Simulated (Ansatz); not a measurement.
The Ansatz input:

```yaml
crystal:
  lattice:
    - [5.556395, 0.0, 0.0]
    - [0.0, 3.333597, 0.0]
    - [0.0, 0.0, 6.504995]
  atoms:
    - { symbol: Hf, position: [0.748682, 0.75, 0.607871] }
    - { symbol: Hf, position: [0.251318, 0.25, 0.392129] }
    - { symbol: Hf, position: [0.248682, 0.75, 0.892129] }
    - { symbol: Hf, position: [0.751318, 0.25, 0.107871] }
    - { symbol: O, position: [0.639499, 0.25, 0.4234] }
    - { symbol: O, position: [0.360501, 0.75, 0.5766] }
    - { symbol: O, position: [0.139499, 0.25, 0.0766] }
    - { symbol: O, position: [0.860501, 0.75, 0.9234] }
    - { symbol: O, position: [0.520794, 0.25, 0.841453] }
    - { symbol: O, position: [0.479206, 0.75, 0.158547] }
    - { symbol: O, position: [0.020794, 0.25, 0.658547] }
    - { symbol: O, position: [0.979206, 0.75, 0.341453] }
hamiltonian:
  xc: blyp
  pseudopotentials: { kind: paw }
kpoints:
  mp_grid: { grid: [5, 8, 4] }
  band_path:
    path:
      - [[0.0, 0.0, 0.0], [0.0, -0.5, 0.0], [-0.5, -0.5, 0.0], [-0.5, 0.0, 0.0], [0.0, 0.0, 0.0], [0.0, 0.0, -0.5], [0.0, -0.5, -0.5], [-0.5, -0.5, -0.5], [-0.5, 0.0, -0.5], [0.0, 0.0, -0.5]]
      - [[-0.5, 0.0, 0.0], [-0.5, 0.0, -0.5]]
      - [[0.0, -0.5, -0.5], [0.0, -0.5, 0.0]]
      - [[-0.5, -0.5, 0.0], [-0.5, -0.5, -0.5]]
    npoints: 10
scf:
  occupations: { method: fermi_dirac, width: 0.05 }
  n_extra_bands: 30
output:
  forces: true
  stress: true
  eigenvalues: true
  fatbands: false
```

System: HfO₂, space group Pnma (No. 62), 12 atoms in the cell.

Method: BLYP, Ansatz PAW, no spin polarisation, no spin-orbit coupling, 5×8×4 k mesh, 420 eV cutoff (Ansatz 0.2.0).

Predict the main features of the band structure. The path is Γ–X–S–Y–Γ–Z–U–R–T–Z|Y–T|U–X|S–R.

A wide-gap semiconductor or insulator. The gap along this path is 3.57 eV and direct: both edges lie at Γ. The top valence level at Γ is a single band, not degenerate (spin aside). The next level lies only 0.05 eV lower. The top valence band spans 0.8 eV and the lowest conduction band 2.3 eV. The direct gaps are 4.79 eV at Z, 5.87 eV at X and 5.54 eV at T.

Spin-orbit coupling is left out, which matters for Hf. The PAW data sets were made with another functional. LDA, GGA and most meta-GGA functionals understate gaps. The cell is at 11 GPa in this functional. The usual form of HfO2 is monoclinic. In reduced coordinates of the cell that was run, X is (0, −0.5, 0), S is (−0.5, −0.5, 0), Y is (−0.5, 0, 0), Z is (0, 0, −0.5), U is (0, −0.5, −0.5), R is (−0.5, −0.5, −0.5) and T is (−0.5, 0, −0.5).

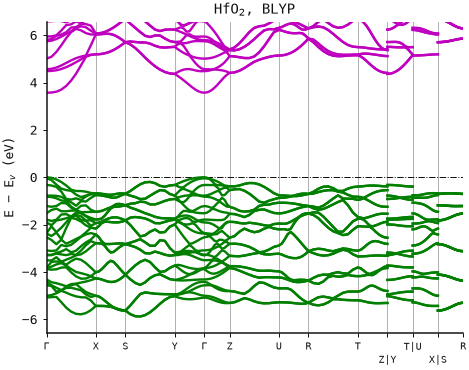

Band structure. Energies are counted from the top of the valence band.
